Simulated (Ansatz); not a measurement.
## A series of single points on AgBr

System: AgBr (Fm-3m, 2 atoms in the cell).
Method: Kohn-Sham DFT of a periodic cell, PBE, Ansatz PAW, no spin polarisation (Ansatz 0.2.0).

The 5 runs differ only in the geometry, by an even scaling of the cell at fixed fractional positions. The structure derives from an entry of the Crystallography Open Database.

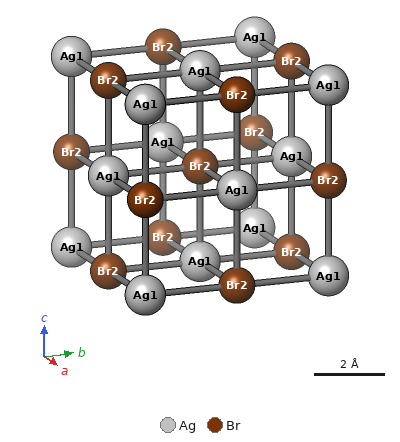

Figure 1. The structure of run 3 (ball-and-stick view of the cell 4 times as large as that of the calculation, set on its symmetry axes, seen slightly off an axis; atoms are numbered from 1 in the order of the input).

### Input of run 3
```yaml
crystal:
  lattice:
    - [0.0, 2.8508866679, 2.8508866679]
    - [2.8508866679, 0.0, 2.8508866679]
    - [2.8508866679, 2.8508866679, 0.0]
  atoms:
    - { symbol: Ag, position: [0.0, 0.0, 0.0] }
    - { symbol: Br, position: [0.5, 0.5, 0.5] }
hamiltonian:
  xc: pbe
  pseudopotentials: { kind: paw }
kpoints:
  mp_grid: { grid: [8, 8, 8] }
scf:
  occupations: { method: fermi_dirac, width: 0.05 }
output:
  forces: true
  stress: true
  eigenvalues: true
```

Command:
```bash
ansatz run input.yaml --threads 1 --pin off --max-ram 2560MiB --backend cpu --events-out ev --progress --plain --runs-dir out
```

Lattice vectors (Å) and fractional positions of run 3:
```
   0.000000    2.850887    2.850887
   2.850887    0.000000    2.850887
   2.850887    2.850887    0.000000
Ag  0.000000  0.000000  0.000000
Br  0.500000  0.500000  0.500000
```

Run 2 differs from it as follows:
```diff
-    - [0.0, 2.8508866679, 2.8508866679]
-    - [2.8508866679, 0.0, 2.8508866679]
-    - [2.8508866679, 2.8508866679, 0.0]
+    - [0.0, 2.8313594341, 2.8313594341]
+    - [2.8313594341, 0.0, 2.8313594341]
+    - [2.8313594341, 2.8313594341, 0.0]
```

### Results, with one run withheld

```tsv
run	volume per atom (Å³)	free energy per atom, from the lowest run given (meV)	pressure (GPa)	gap on the mesh (eV)
1	22.225	41.29	6.00	0.67
2	22.698	?	?	?
3	23.171	13.84	3.40	0.67
4	23.644	5.42	2.32	0.67
5	24.116	0.00	1.37	0.68
```

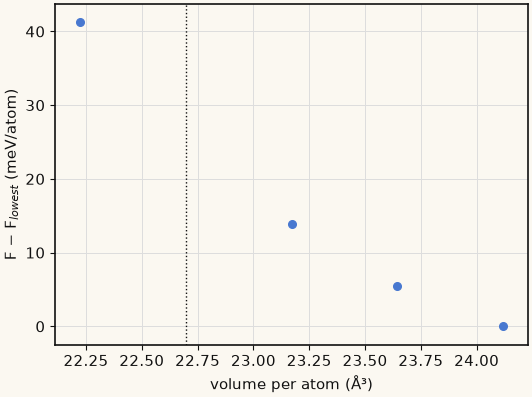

Figure 2. Free energy per atom of the runs given; the dotted line marks run 2.

Fit the runs given and predict run 2.

A quadratic polynomial in V^(−2/3) (the Birch–Murnaghan form), fitted to the 4 runs given, misses them by at most 0.03 meV per atom. With x = V^(−2/3) − 0.12268 Å⁻², it reads F = 11.772 + 5645.8 x + 5.4174e+05 x² (meV per atom). At run 2 it gives 25.71 meV per atom, and the run itself gives 25.65. The slope of the fit gives a pressure −dF/dV of 4.62 GPa there, and the run prints 4.62 GPa. The fit has no minimum inside this range.

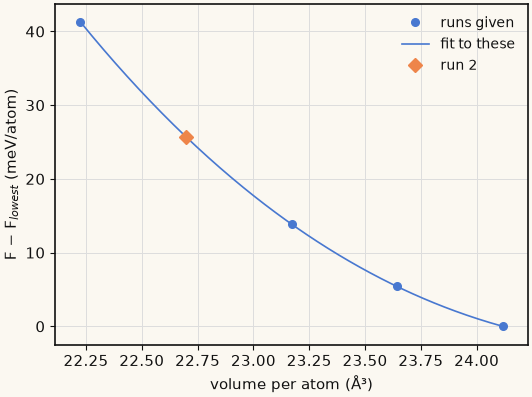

Figure 3. The fit and the withheld run.

### Output, shortened to warnings, some set-up lines, iterations and results (run 2)
```
Basis set: ecut = 420 eV, 893 PW (Γ), exchange–correlation on 54×54×54 points (8 copies of the dense FFT grid, shifted against one another)
Symmetry: 48 space group operations
k-points: 29 of 512
Initial density: superposition of atomic densities (neutral atoms: chi_scale 0, normalization atom), corrected by the library's trained network
[...]
SCF iter   1: F=—  HF=-10374.306708 eV  |F-HF|=—  |Δ(HF+E_count)|=         —  Δρ=4.74e-4  dr2=6.98e-5  ethr=1.77e-3  ⟨swp⟩=5.2  Hψ=2381  notcnv=0
SCF iter   2: F=—  HF=-10374.308377 eV  |F-HF|=—  |Δ(HF+E_count)|=   1.67e-3  Δρ=2.58e-4  dr2=1.52e-5  ethr=2.69e-7  ⟨swp⟩=3.0  Hψ=1373  notcnv=0
SCF iter   3: F=—  HF=-10374.308407 eV  |F-HF|=—  |Δ(HF+E_count)|=   2.97e-5  Δρ=1.93e-4  dr2=1.45e-5  ethr=5.84e-8  ⟨swp⟩=2.0  Hψ=871  notcnv=0
SCF iter   4: F=—  HF=-10374.308403 eV  |F-HF|=—  |Δ(HF+E_count)|=   3.94e-6  Δρ=5.05e-5  dr2=4.14e-7  ethr=5.58e-8  ⟨swp⟩=2.4  Hψ=763  notcnv=0
SCF iter   5: F=—  HF=-10374.308404 eV  |F-HF|=—  |Δ(HF+E_count)|=   1.71e-6  Δρ=2.15e-5  dr2=1.76e-7  ethr=1.59e-9  ⟨swp⟩=2.0  Hψ=863  notcnv=0
SCF iter   6: F=-10374.308404 eV  HF=-10374.308404 eV  |F-HF|=4.67e-10  |Δ(HF+E_count)|=   4.19e-8  Δρ=4.19e-6  dr2=6.46e-9  ethr=3.85e-10  ⟨swp⟩=5.2  Hψ=2116  notcnv=0
SCF 1 converged in 6 iterations: F = -10374.308404 eV  dr2 = 6.46e-9
SCF converged after 6 iterations
Free energy (F): -10374.308404 eV
Harris-Foulkes:  -10374.308404 eV  (|F-HF|=4.67e-10)
Internal energy: -10374.308388 eV  (E = F + TS)
E sigma→0 (E₀):  -10374.308396 eV
Entropy (-TS):   -0.000016 eV (-0.008 meV/atom)
Fermi energy:    9.318610 eV
--- Per-component energies (eV) ---
  E_band       = -347.820687
  E_kinetic    = 662.536695
  E_local      = -3264.770685  (includes V_loc(G=0)·N_el)
  E_nonlocal   = 153.881977
  E_hartree    = 1432.657880
  E_xc         = -448.021334
  E_vxc        = -336.722979  (∫ρ·V_xc dr)
  E_paw        = -6151.991764  (= ΣΔE_a)
  E_vpaw       = -428.066876  (= ΣTr[D̂ρ^β])
  E_aug_tail   = 0.000326  (compensation charges beyond the density's cutoff)
  E_ewald      = -2758.601483
  E_smearing   = -0.000016  (= −TS)
  E_closure    = -0.000000  (closes the sum)
  Σ components = -10374.308404   (vs F -10374.308404, Δ=0.00e0)
--- Forces (eV/Å), atoms counted from 1 ---
  atom   1  Ag    -0.00000000     0.00000000     0.00000000
  atom   2  Br     0.00000000     0.00000000     0.00000000
  max |Σ_I F_I| component: 6.57e-31 eV/Å
--- Stress (GPa, compression-positive) ---
        4.622206       0.000000       0.000000
        0.000000       4.622206       0.000000
        0.000000       0.000000       4.622206
  P = ⅓ Tr σ = 4.6222 GPa (46.222 kbar)
```
